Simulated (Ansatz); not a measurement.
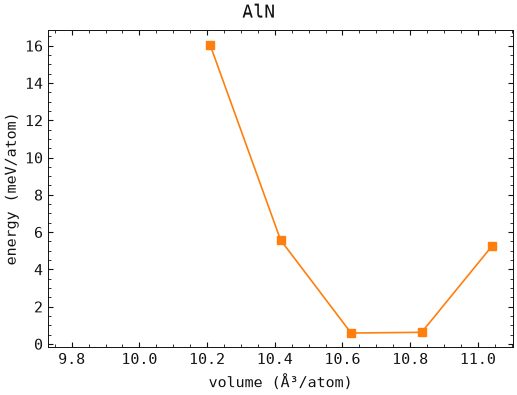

The picture above shows the energy against volume for AlN, space group F-43m (No. 216).

Cell as given: a = 3.089 Å, b = 3.089 Å, c = 3.089 Å, α = 60.00°, β = 60.00°, γ = 60.00°; 2 atoms.

How it was computed, with Ansatz 0.2.0: plane-wave DFT, no spin polarisation; energies at scaled volumes of the given cell, shape and fractions fixed, counted from the fit's minimum, third-order Birch-Murnaghan fit. Level: rPW86-PBE with rVV10.

| setting | value |
| --- | --- |
| k mesh | 10×10×10 |
| occupations | Fermi–Dirac |
| smearing width | 0.05 eV |
| potentials | Ansatz PAW |
| wave cutoff | 420 eV |
| density cutoff | 2100 eV |

The points at volume 9.79 Å³/atom and 10.00 Å³/atom are left out of the plot. What values does the calculation give there?

```json
{"volume (Å³/atom)": "9.79", "energy (meV/atom)": "55.93"}
{"volume (Å³/atom)": "10.00", "energy (meV/atom)": "32.67"}
```

Caveats: the functional was run on potentials made for another functional.
